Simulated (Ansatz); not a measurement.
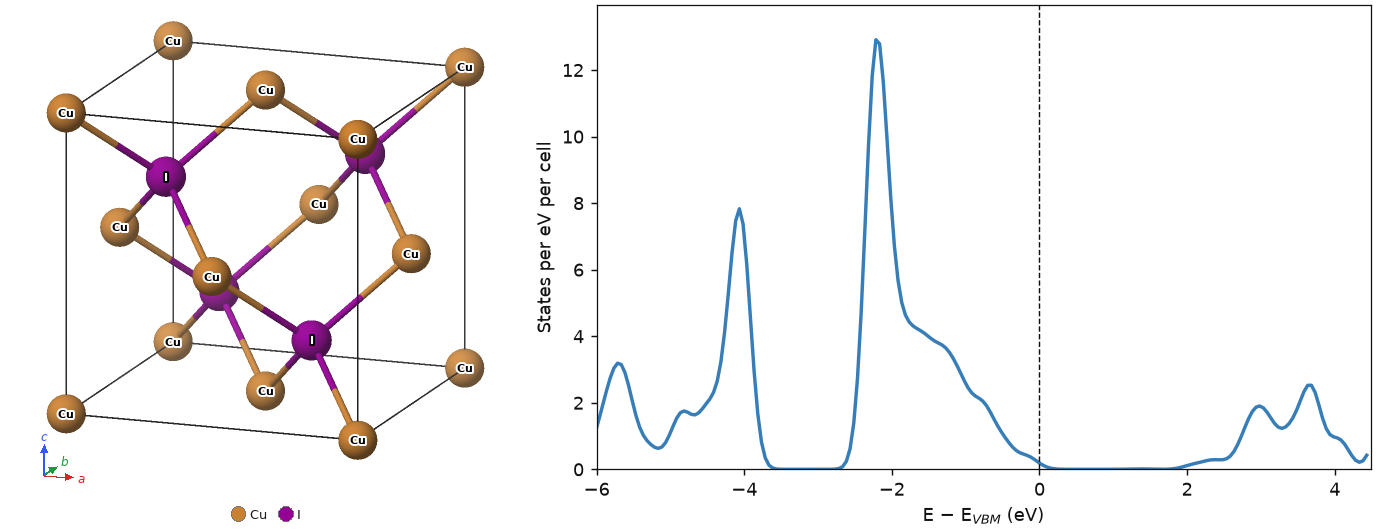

Density of states of CuI, space group F-43m, 2 atoms in the cell, zincblende type, hydrostatic strain −2.0%, beside the structure. Method: DFT, PBE, plane waves, PAW, no spin polarisation, 8×8×8 k mesh, 420 eV cutoff, Fermi-Dirac smearing of 0.02 eV (Ansatz 0.2.0). Energies are counted from the top of the valence band. The curve is built from the levels of the k mesh with Gaussians 0.3 eV wide, which also blur the band edges.

There is a gap; over the k points computed it is 1.35 eV (direct among those points). The upper group of valence states starts about 2.4 eV under the valence-band top, with a gap beneath it; it holds about 10 electrons a cell. Within the window shown, the tallest peak of the filled states lies 2.2 eV under the valence-band top, at about 13 states per eV and cell.

Spin-orbit coupling is left out, which matters for I.
